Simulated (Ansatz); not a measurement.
Geometry relaxation, with input and output: Na

Na (Im-3m, 1 atom in the cell), computed with DFT PBEsol, scalar-relativistic, plane waves, PAW, no spin polarisation (Ansatz 0.2.0).

The structure derives from an entry of the Crystallography Open Database. Figures and captions count atoms from 1; the log counts them from 0 in places.

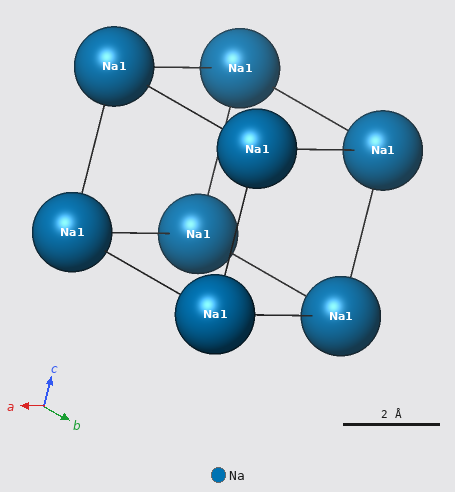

The structure as given in the input (spheres-only view of the cell of the calculation, seen at an oblique angle; atoms are numbered from 1 in the order of the input).

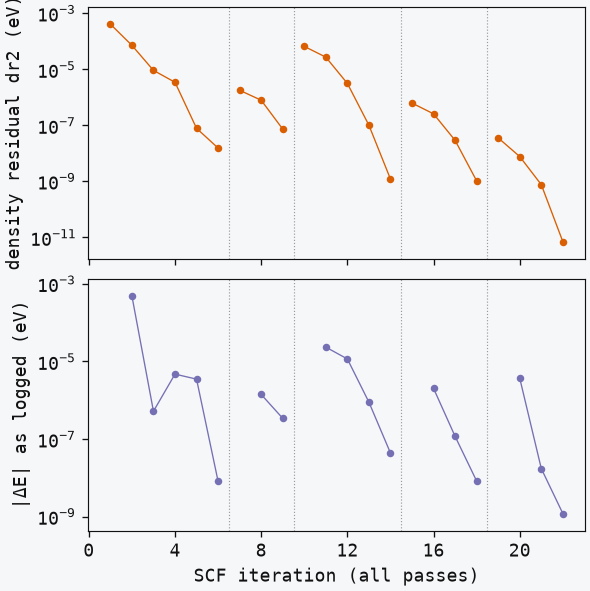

Convergence of the self-consistent field: density residual dr2 and size of the energy change against the SCF iteration. The dotted lines part the SCF passes of the relaxation: geometry steps, rejected trials and re-solves on a re-selected basis. The 5 passes take 3 to 6 iterations each, 22 in all.

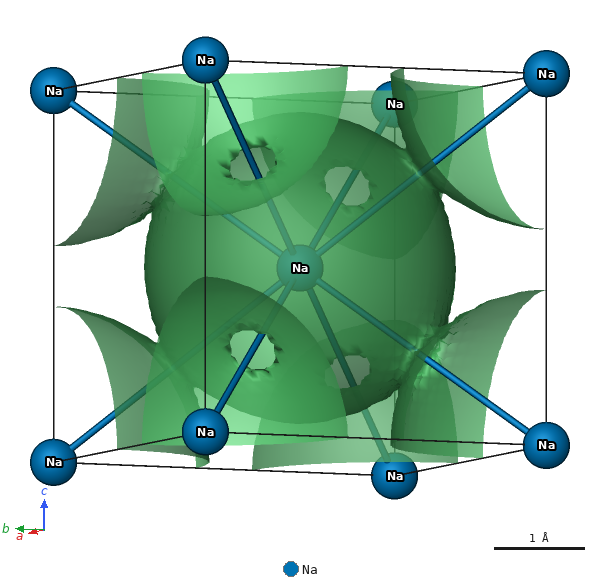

Isosurface of the ELF at 0.4 (green), seen at an oblique angle. Only the valence region is drawn (cores and ρ < 0.01 e/Å³ removed). Sticks mark near contacts. The outline is the cell set on symmetry axes. The fields are those of the smooth PAW valence density.

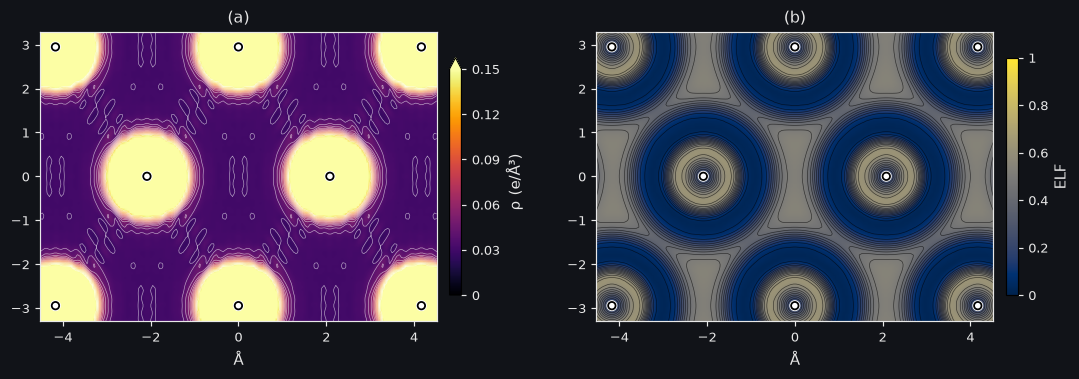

(a) valence electron density; (b) ELF on the (110) plane of the conventional cell. Circles mark the nuclei in the plane (Na). Atoms in the plane: Na. Na–Na (3.61 Å): ρ is about 0.03 e/Å³ halfway; the ELF is about 0.40 at the midpoint (nearly free electrons, as in a simple metal). Away from the nuclei the density in this plane falls to 0.03 e/Å³ at its lowest. The ELF has a maximum of about 0.55 in the space between the atoms. The strong features right at Na lie inside the PAW spheres (semicore, d or f shells) and say nothing about bonding.

The input and output of the run follow.

**Input file**
```yaml
crystal:
  lattice:
    - [-2.141, 2.141, 2.141]
    - [2.141, -2.141, 2.141]
    - [2.141, 2.141, -2.141]
  atoms:
    - { symbol: Na, position: [0.0, 0.0, 0.0] }
basis:
  ecutwfc: 420
kpoints:
  mp_grid: { grid: [14, 14, 14] }
hamiltonian:
  xc: pbesol
scf:
  occupations: { method: gaussian, width: 0.1 }
output:
  forces: true
  stress: true
  eigenvalues: true
  write_density: true
  write_potential: true
  elf: true
  volumetric_format: npy
relax:
  adjacent_minimum: "off"
  f_tol: 0.005
  max_steps: 80
  cell: { stress_tol: 0.05 }
```

Launch command:
```bash
ansatz run input.yaml --threads 1 --pin off --max-ram 2560MiB --backend cpu --events-out ev --progress --plain --runs-dir out
```

**What the program printed**
```
Engine: ansatz 0.2.0, x86_64-unknown-linux-gnu
Pseudopotentials: kind: paw
Pseudopotential: Na, paw, valence charge 9, recommended cutoff 420 eV (normal), Na.paw.azcp
Functional definition: PBEsol
  exchange = pbesol_x
  correlation = pbesol_c
Crystal: 1 atoms, lattice volume = 39.256 Å³
Basis set: ecut = 420 eV, 767 PW (Γ), exchange–correlation on 50×50×50 points (8 copies of the dense FFT grid, shifted against one another)
Bands: 9, of which v1, the nominal top of the filled ones, is band 5 counted from 1 (4 counted from 0)
Symmetry: 48 space group operations
Space group: Im-3m (ITA 229), of the structure as read, at distance tolerance 3.4e-5 Å
k-points: 104 of 2744
Non-local potential: Na, projectors of the file, l = 0: 3, l = 1: 2, l = 2: 1
PAW form: soft (Blöchl's): semilocal exchange-correlation on the pseudo side does not see the compensation charge
PAW frozen core: Na, regenerated for the run's functional, and the local potential with it (the file was generated under x = pbe(κ = 0.804, μ = 0.2195149727645171), c = pbe(β = 0.06672455060314922))
PAW one-centre angular grid: Na, 110 points (default); XC on 64 Gauss nodes
Initial density: superposition of atomic densities (neutral atoms: chi_scale 0, normalization atom), corrected by the library's trained network
Initial wavefunctions: pseudopotential atomic-orbital guess
Functional: x = pbesol(κ = 0.804, μ = 0.12345679012345678), c = pbesol(β = 0.046)
SCF iter   1: F=—  HF=-1475.865489 eV  |F-HF|=—  |Δ(HF+E_count)|=         —  Δρ=1.54e-3  dr2=4.13e-4  ethr=1.77e-3  ⟨swp⟩=4.9  Hψ=5971  notcnv=0
preconditioner: auto → Kerker (q_TF=auto, 2.134 Å⁻¹)  [metal: Δε(μ)=0.078 eV  Ē_g=7.571 eV  σ=0.100 eV  W_gap=0.41  n_scr=12 (ndim 8)  ℏωp=5.9 eV  f_vac=0.000  D(μ)=0.62/eV (n_scr^D=0)]
SCF iter   2: F=—  HF=-1475.865002 eV  |F-HF|=—  |Δ(HF+E_count)|=   4.87e-4  Δρ=5.44e-4  dr2=7.21e-5  ethr=4.59e-6  ⟨swp⟩=2.1  Hψ=2104  notcnv=0
SCF iter   3: F=—  HF=-1475.865002 eV  |F-HF|=—  |Δ(HF+E_count)|=   5.20e-7  Δρ=1.39e-4  dr2=9.21e-6  ethr=8.02e-7  ⟨swp⟩=2.1  Hψ=1279  notcnv=0  defer=1
SCF iter   4: F=—  HF=-1475.865006 eV  |F-HF|=—  |Δ(HF+E_count)|=   4.72e-6  Δρ=1.47e-4  dr2=3.46e-6  ethr=1.02e-7  ⟨swp⟩=2.0  Hψ=1310  notcnv=0  defer=1
iter 5 did not close the SCF: its close was put off for the readings that it lacked (scf_convergence_deferred on its scf_iter line)
SCF iter   5: F=-1475.865003 eV  HF=-1475.865003 eV  |F-HF|=1.70e-8  |Δ(HF+E_count)|=   3.50e-6  Δρ=1.10e-5  dr2=7.85e-8  ethr=3.84e-8  ⟨swp⟩=2.0  Hψ=1310  notcnv=0  defer=1
SCF iter   6: F=-1475.865003 eV  HF=-1475.865003 eV  |F-HF|=9.92e-9  |Δ(HF+E_count)|=   8.13e-9  Δρ=8.67e-6  dr2=1.55e-8  ethr=8.73e-10  ⟨swp⟩=6.4  Hψ=4988  notcnv=0
SCF 1 converged in 6 iterations: F = -1475.865003 eV  dr2 = 1.55e-8
  greatest PAW one-centre occupation: 0.999 electrons in one spin orbital (limit 2), on the Na atom at site 0 (counted from 0), in its partial waves of l = 0
relax step   1: F+E_penalty+E_count = -1475.86500298 eV  Δ(F+E_penalty+E_count) = +0.000e0 eV  max|allowed force component| = 0.000e0 eV/Å  Δτ_max = 0.0000 Å  P = -0.537 GPa  Ω = 39.256 Å³  (6 SCF iters, dr2 threshold 1.00e-7 eV, accepted)
Crystal: 1 atoms, lattice volume = 38.744 Å³
Initial density: handed on by an earlier stage of this run
Initial wavefunctions: those handed on with the density
iter 1 solved again at ethr=4.76e-8 eV; its pass at ethr=3.10e-3 eV (dr2=4.29e-6 eV) is discarded
SCF iter   1: F=—  HF=-1475.866599 eV  |F-HF|=—  |Δ(HF+E_count)|=         —  Δρ=5.45e-5  dr2=1.79e-6  ethr=4.76e-8  ⟨swp⟩=3.5  Hψ=9321  notcnv=0
preconditioner: auto → Kerker (q_TF=auto, 2.139 Å⁻¹)  [metal: Δε(μ)=0.078 eV  Ē_g=7.634 eV  σ=0.100 eV  W_gap=0.42  n_scr=12 (ndim 8)  ℏωp=6.0 eV  f_vac=0.000  D(μ)=0.62/eV (n_scr^D=0)]
SCF iter   2: F=—  HF=-1475.866601 eV  |F-HF|=—  |Δ(HF+E_count)|=   1.41e-6  Δρ=3.33e-5  dr2=7.91e-7  ethr=1.98e-8  ⟨swp⟩=1.0  Hψ=936  notcnv=0
SCF iter   3: F=-1475.866600 eV  HF=-1475.866600 eV  |F-HF|=3.85e-8  |Δ(HF+E_count)|=   3.42e-7  Δρ=1.05e-5  dr2=7.37e-8  ethr=1.11e-9  ⟨swp⟩=5.8  Hψ=4626  notcnv=0
the search or the solves at the SCF's close seem to have found levels that the self-consistency loop had missed (the run counts 1). By its estimate they hold under 1e-12 electrons; where the run keeps them, the occupations were computed again with them
SCF 2 converged in 3 iterations: F = -1475.866600 eV  dr2 = 7.37e-8
relax step   2: F+E_penalty+E_count = -1475.86660041 eV  Δ(F+E_penalty+E_count) = -1.597e-3 eV  max|allowed force component| = 0.000e0 eV/Å  Δτ_max = 0.0000 Å  P = -0.459 GPa  Ω = 38.744 Å³  energy of the carried Pulay correction = +2.635e-6 eV  (3 SCF iters, dr2 threshold 1.00e-7 eV, accepted)
Crystal: 1 atoms, lattice volume = 35.992 Å³
Basis set: ecut = 420 eV, 683 PW (Γ), exchange–correlation on 50×50×50 points (8 copies of the dense FFT grid, shifted against one another)
iter 1 solved again at ethr=7.19e-7 eV; its pass at ethr=3.10e-3 eV (dr2=6.47e-5 eV) is discarded
SCF iter   1: F=—  HF=-1475.870331 eV  |F-HF|=—  |Δ(HF+E_count)|=         —  Δρ=3.64e-4  dr2=6.62e-5  ethr=7.19e-7  ⟨swp⟩=2.3  Hψ=9620  notcnv=0
preconditioner: auto → Kerker (q_TF=auto, 2.166 Å⁻¹)  [metal: Δε(μ)=0.081 eV  Ē_g=7.995 eV  σ=0.100 eV  W_gap=0.43  n_scr=12 (ndim 8)  ℏωp=6.2 eV  f_vac=0.000  D(μ)=0.60/eV (n_scr^D=0)]
SCF iter   2: F=—  HF=-1475.870307 eV  |F-HF|=—  |Δ(HF+E_count)|=   2.34e-5  Δρ=2.06e-4  dr2=2.73e-5  ethr=7.19e-7  ⟨swp⟩=1.8  Hψ=1203  notcnv=0
SCF iter   3: F=—  HF=-1475.870296 eV  |F-HF|=—  |Δ(HF+E_count)|=   1.16e-5  Δρ=6.71e-5  dr2=3.15e-6  ethr=3.03e-7  ⟨swp⟩=1.0  Hψ=936  notcnv=0
SCF iter   4: F=—  HF=-1475.870295 eV  |F-HF|=—  |Δ(HF+E_count)|=   8.91e-7  Δρ=1.92e-5  dr2=1.01e-7  ethr=3.50e-8  ⟨swp⟩=2.2  Hψ=1306  notcnv=0
SCF iter   5: F=-1475.870295 eV  HF=-1475.870295 eV  |F-HF|=1.93e-9  |Δ(HF+E_count)|=   4.36e-8  Δρ=2.08e-6  dr2=1.21e-9  ethr=1.11e-9  ⟨swp⟩=6.0  Hψ=3614  notcnv=0
SCF 3 converged in 5 iterations: F = -1475.870295 eV  dr2 = 1.21e-9
relax step   3: F+E_penalty+E_count = -1475.87029486 eV  Δ(F+E_penalty+E_count) = -3.694e-3 eV  max|allowed force component| = 0.000e0 eV/Å  Δτ_max = 0.0000 Å  P = +0.061 GPa  Ω = 35.992 Å³  energy of the carried Pulay correction = +1.740e-5 eV  (5 SCF iters, dr2 threshold 1.00e-7 eV, accepted)
Crystal: 1 atoms, lattice volume = 36.234 Å³
iter 1 solved again at ethr=1.65e-8 eV; its pass at ethr=3.10e-3 eV (dr2=1.48e-6 eV) is discarded
SCF iter   1: F=—  HF=-1475.870347 eV  |F-HF|=—  |Δ(HF+E_count)|=         —  Δρ=3.50e-5  dr2=6.26e-7  ethr=1.65e-8  ⟨swp⟩=3.2  Hψ=9066  notcnv=0
preconditioner: auto → Kerker (q_TF=auto, 2.163 Å⁻¹)  [metal: Δε(μ)=0.081 eV  Ē_g=7.961 eV  σ=0.100 eV  W_gap=0.43  n_scr=12 (ndim 8)  ℏωp=6.2 eV  f_vac=0.000  D(μ)=0.60/eV (n_scr^D=0)]
SCF iter   2: F=—  HF=-1475.870345 eV  |F-HF|=—  |Δ(HF+E_count)|=   2.02e-6  Δρ=2.01e-5  dr2=2.58e-7  ethr=6.95e-9  ⟨swp⟩=1.5  Hψ=1077  notcnv=0
SCF iter   3: F=—  HF=-1475.870345 eV  |F-HF|=—  |Δ(HF+E_count)|=   1.17e-7  Δρ=6.48e-6  dr2=2.91e-8  ethr=2.86e-9  ⟨swp⟩=1.0  Hψ=936  notcnv=0
SCF iter   4: F=-1475.870345 eV  HF=-1475.870345 eV  |F-HF|=4.72e-10  |Δ(HF+E_count)|=   8.25e-9  Δρ=1.88e-6  dr2=1.04e-9  ethr=1.04e-10  ⟨swp⟩=6.0  Hψ=3386  notcnv=0
SCF 4 converged in 4 iterations: F = -1475.870345 eV  dr2 = 1.04e-9
relax step   4: F+E_penalty+E_count = -1475.87034524 eV  Δ(F+E_penalty+E_count) = -5.038e-5 eV  max|allowed force component| = 0.000e0 eV/Å  Δτ_max = 0.0000 Å  P = +0.008 GPa  Ω = 36.234 Å³  energy of the carried Pulay correction = +1.606e-5 eV  (4 SCF iters, dr2 threshold 9.34e-9 eV, accepted)
Initial wavefunctions: pseudopotential atomic-orbital guess (no wavefunctions were taken with the density)
iter 1 solved again at ethr=3.74e-8 eV; its pass at ethr=3.10e-3 eV (dr2=3.36e-6 eV) is discarded
SCF iter   1: F=—  HF=-1475.870307 eV  |F-HF|=—  |Δ(HF+E_count)|=         —  Δρ=2.71e-5  dr2=3.57e-8  ethr=3.74e-8  ⟨swp⟩=3.6  Hψ=8639  notcnv=0
SCF iter   2: F=—  HF=-1475.870303 eV  |F-HF|=—  |Δ(HF+E_count)|=   3.69e-6  Δρ=1.27e-5  dr2=7.69e-9  ethr=3.97e-10  ⟨swp⟩=2.1  Hψ=1268  notcnv=0
SCF iter   3: F=—  HF=-1475.870303 eV  |F-HF|=—  |Δ(HF+E_count)|=   1.73e-8  Δρ=3.33e-6  dr2=7.64e-10  ethr=8.54e-11  ⟨swp⟩=2.0  Hψ=1380  notcnv=0
SCF iter   4: F=-1475.870303 eV  HF=-1475.870303 eV  |F-HF|=1.27e-11  |Δ(HF+E_count)|=   1.20e-9  Δρ=1.94e-7  dr2=7.05e-12  ethr=1.00e-12  ⟨swp⟩=3.5  Hψ=3697  notcnv=0
SCF 5 converged in 4 iterations: F = -1475.870303 eV  dr2 = 7.05e-12
relax step   5: F+E_penalty+E_count = -1475.87030310 eV  Δ(F+E_penalty+E_count) = +4.213e-5 eV  max|allowed force component| = 0.000e0 eV/Å  Δτ_max = 0.0000 Å  P = +0.011 GPa  Ω = 36.234 Å³  stress off target by 1.06e-2 GPa  SCF on the basis re-selected at this cell (its energy is not comparable with the rows above)  (4 SCF iters)
basis re-selected at this cell: Δ(F+E_penalty+E_count) = +4.213e-5 eV, ΔP = +0.003 GPa vs the last step (what re-selecting the basis moved, of the pressure what is left beyond the Pulay correction that the steps carried, after the strain that the cell walked since its last selection, with what the two solves' SCF thresholds leave and, on support functions, any second-order correction that the steps lacked; it is no measure of the basis error at this ecutwfc). This SCF's stress stands 1.06e-2 GPa from its target on what of the cell is left free (relax.cell.stress_tol is 5.00e-2 GPa) and its largest allowed force component is 0.00e0 eV/Å (relax.f_tol is 5.00e-3 eV/Å): within both
SCF converged after 4 iterations
Free energy (F): -1475.870303 eV
Harris-Foulkes:  -1475.870303 eV  (|F-HF|=1.27e-11)
Internal energy: -1475.867287 eV  (E = F + TS)
E sigma→0 (E₀):  -1475.868795 eV
Entropy (-TS):   -0.003017 eV (-3.017 meV/atom)
Fermi energy:    1.787789 eV
--- Per-component energies (eV) ---
  E_band       = -239.120451
  E_kinetic    = 120.207847
  E_local      = -1436.199834  (includes V_loc(G=0)·N_el)
  E_nonlocal   = 115.872606
  E_hartree    = 524.376527
  E_xc         = -37.669183
  E_vxc        = -48.689683  (∫ρ·V_xc dr)
  E_paw        = -253.451324  (= ΣΔE_a)
  E_vpaw       = -39.064479  (= ΣTr[D̂ρ^β])
  E_aug_tail   = -0.000021  (compensation charges beyond the density's cutoff)
  E_ewald      = -509.058598
  E_core_change = 0.054694  (= ΣΔE_core)
  E_smearing   = -0.003017  (= −TS)
  E_closure    = 0.000000  (closes the sum)
  Σ components = -1475.870303   (vs F -1475.870303, Δ=0.00e0)
--- Forces (eV/Å), atoms counted from 1 ---
  atom   1  Na    -0.00000000     0.00000000    -0.00000000
  max |Σ_I F_I| component: 9.20e-31 eV/Å
--- Stress (GPa, compression-positive) ---
        0.010553       0.000000      -0.000000
        0.000000       0.010553       0.000000
       -0.000000      -0.000000       0.010553
  P = ⅓ Tr σ = 0.0106 GPa (0.106 kbar)
--- Band table (eV; the first three rows and the last of 104) ---
  k-point 0: bands = ["-50.8927", "-22.9586", "-22.9586", "-22.9586", "-1.5063", "13.6757", "13.6757", "13.6757", "14.7007"]
  k-point 1: bands = ["-50.8925", "-22.9605", "-22.9592", "-22.9586", "-1.4152", "12.4816", "13.0900", "13.3388", "13.9729"]
  k-point 2: bands = ["-50.8922", "-22.9660", "-22.9610", "-22.9585", "-1.1427", "10.5910", "12.2284", "12.7372", "13.1374"]
  k-point 103: bands = ["-50.8885", "-22.9868", "-22.9868", "-22.9868", "6.3619", "6.3619", "6.7785", "6.7785", "6.7785"]
--- Relaxed structure (4 steps of the walk, 4 accepted, 1 SCFs on fresh bases) ---
  F+E_penalty+E_count = -1475.87030310 eV   max|allowed force component| = 0.000e0 eV/Å   (the final SCF, on the basis selected at the relaxed cell)
  cell:  # Å, volume = 36.2341 Å³
    - [-2.0845819163480126, 2.0845819163480126, 2.0845819163480126]
    - [2.0845819163480126, -2.0845819163480126, 2.0845819163480126]
    - [2.0845819163480126, 2.0845819163480126, -2.0845819163480126]
  atoms:
    - { symbol: Na, position: [0.0, 0.0, 0.0] }
```

**Trajectory as extended XYZ (Å, eV, eV/Å), 5 frames, from step=1 to step=5**
```
1
Lattice="-2.1410 2.1410 2.1410 2.1410 -2.1410 2.1410 2.1410 2.1410 -2.1410" Properties=species:S:1:pos:R:3:forces:R:3 step=1 energy=-1475.86500 pressure_GPa=-0.54
Na    0.0000    0.0000    0.0000    0.0000   0.0000   0.0000
1
Lattice="-2.1316 2.1316 2.1316 2.1316 -2.1316 2.1316 2.1316 2.1316 -2.1316" Properties=species:S:1:pos:R:3:forces:R:3 step=2 energy=-1475.86660 pressure_GPa=-0.46
Na    0.0000    0.0000    0.0000    0.0000   0.0000   0.0000
1
Lattice="-2.0799 2.0799 2.0799 2.0799 -2.0799 2.0799 2.0799 2.0799 -2.0799" Properties=species:S:1:pos:R:3:forces:R:3 step=3 energy=-1475.87029 pressure_GPa=0.06
Na    0.0000    0.0000    0.0000    0.0000   0.0000   0.0000
1
Lattice="-2.0846 2.0846 2.0846 2.0846 -2.0846 2.0846 2.0846 2.0846 -2.0846" Properties=species:S:1:pos:R:3:forces:R:3 step=4 energy=-1475.87035 pressure_GPa=0.01
Na    0.0000    0.0000    0.0000    0.0000   0.0000   0.0000
1
Lattice="-2.0846 2.0846 2.0846 2.0846 -2.0846 2.0846 2.0846 2.0846 -2.0846" Properties=species:S:1:pos:R:3:forces:R:3 step=5 energy=-1475.87030 pressure_GPa=0.01
Na    0.0000    0.0000    0.0000    0.0000   0.0000   0.0000
```

**Key numbers**

- outcome: converged
- space group (tolerance 0.01 Å): Im-3m (229)
- electrons treated: 9
- free energy: −1475.8703 eV
- Fermi energy: 1.788 eV
- gap on the k-point mesh: none (metallic)
- pressure: 0.01 GPa
- final volume: 36.23 Å³
- largest force (length of the vector) at the end: under 0.001 eV/Å
- final cell: a = 3.611 Å, b = 3.611 Å, c = 3.611 Å, α = 109.47°, β = 109.47°, γ = 109.47°
- hardware: 1 thread of AMD EPYC (Zen 3), 192 GiB of memory available, shared host
- wall time: 10 s
- peak memory: 0.37 GiB
